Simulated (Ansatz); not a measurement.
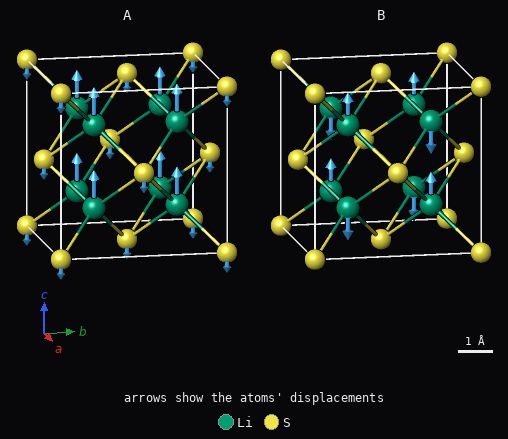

Modes of solid Li2S relaxed at 35 GPa, space group Fm-3m (No. 225), at the zone centre (one member of each degenerate set). The blue arrows give the relative displacements of the atoms. A ball-and-stick model of the conventional cell (4 times the calculation's cell), seen slightly off an axis. Lengths and directions refer to the drawn axes.

All numbers below come from Ansatz, DFT PBE, scalar-relativistic, plane waves, PAW.

Frequencies are those without the non-analytic (LO–TO) term.

Question: Which are infrared-active and which Raman-active?

Answer: A is T₁u, infrared-active by symmetry (589 cm⁻¹). B is T₂g, Raman-active by symmetry (603 cm⁻¹). The crystal has a centre of inversion, so no mode is both.
